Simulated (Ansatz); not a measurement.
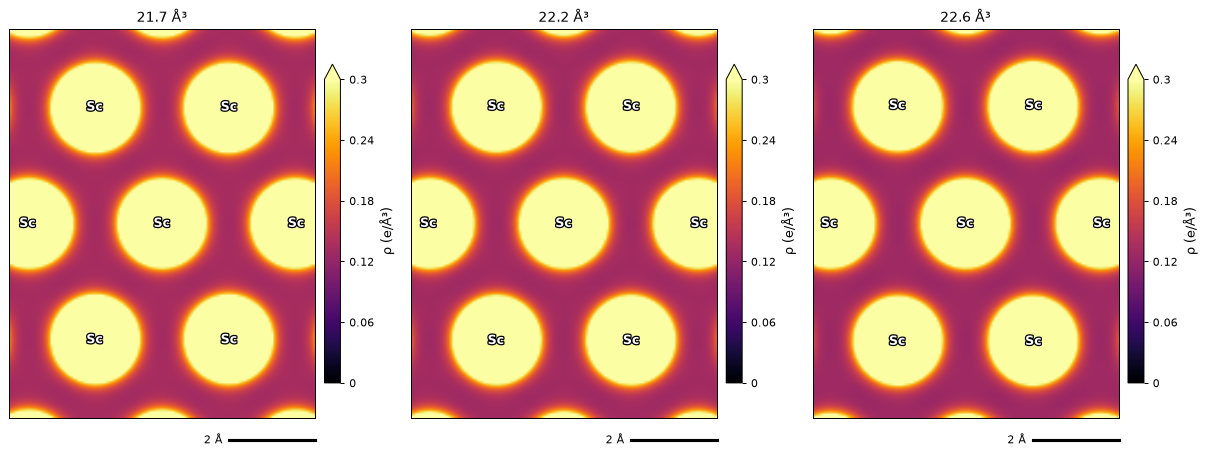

Sc. The valence electron density of cells scaled evenly to different volumes (given per atom above each panel), on the (001) plane of each (indices in the axes of the cell below), at one length scale and on one colour scale.

Computed with Kohn-Sham DFT of a periodic cell, PBE, Ansatz PAW in Ansatz.

The density is the valence pseudo-density of a PAW calculation; it isn't the true density close to the nuclei.

The largest cell:

```
CELL_PARAMETERS angstrom
0.00000 2.27497 2.27497
2.27497 0.00000 2.27497
2.27497 2.27497 0.00000
ATOMIC_POSITIONS crystal
Sc 0.00000 0.00000 0.00000
```

| volume (Å³/atom) | Sc–Sc contact in the plane (Å) | ρ at its midpoint (e/Å³) | pressure (GPa) | 
| --- | --- | --- | --- |
| 21.70 | 3.131 | 0.132 | 8.1 | 
| 22.16 | 3.153 | 0.129 | 6.5 | 
| 22.62 | 3.175 | 0.126 | 5.1 | 
| 23.09 | 3.196 | ? | ? | 
| 23.55 | 3.217 | 0.120 | 2.6 | 

Q: What values belong in the row with question marks?

A: Over the known rows ln ρ falls by 1.11 per Å of Sc–Sc distance (a least-squares line), which gives 0.123 e/Å³ at 3.196 Å; the calculation gives 0.123 e/Å³. For the pressure, a straight line in volume between the neighbouring rows gives 3.8 GPa; the calculation gives 3.8.
